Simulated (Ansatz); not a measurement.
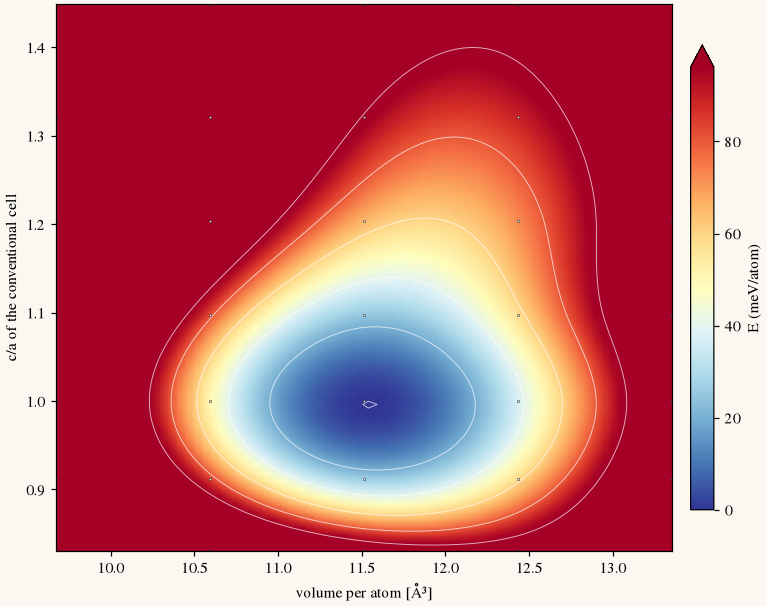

AlFe (Pm-3m, No. 221; 2 atoms in the cell). The energy is mapped over volume and the cell's shape. First axis: volume per atom. Second axis: c/a of the conventional cell. Nothing is relaxed (symmetry fixes all fractional coordinates). The scan uses a 5 × 7 grid. Points are written as (first, second). Energies are in meV/atom, from the lowest grid point. The magnetic moment jumps between some neighbouring points. Method: DFT PBEsol, scalar-relativistic, plane waves, PAW (Ansatz 0.2.0). Settings: cutoff 520 eV, k-mesh 18×18×18, gaussian smearing 0.15 eV, spin-polarised.

Drawn: a smooth colour map with a few white contour lines, dots at the grid points, one colour for all values above the top of the scale. Between grid points the surface is interpolated.

**Where is the minimum, and how stiff is the well along each coordinate?**

The interpolated minimum is at volume per atom ≈ 11.51 Å³, c/a of the conventional cell ≈ 1.000. The curvatures there are about 0.2 eV/(Å³)² and 13 eV, with a cross term of about 0 eV/Å³ (per cell of 2 atoms). Round the minimum the two coordinates are nearly uncoupled.
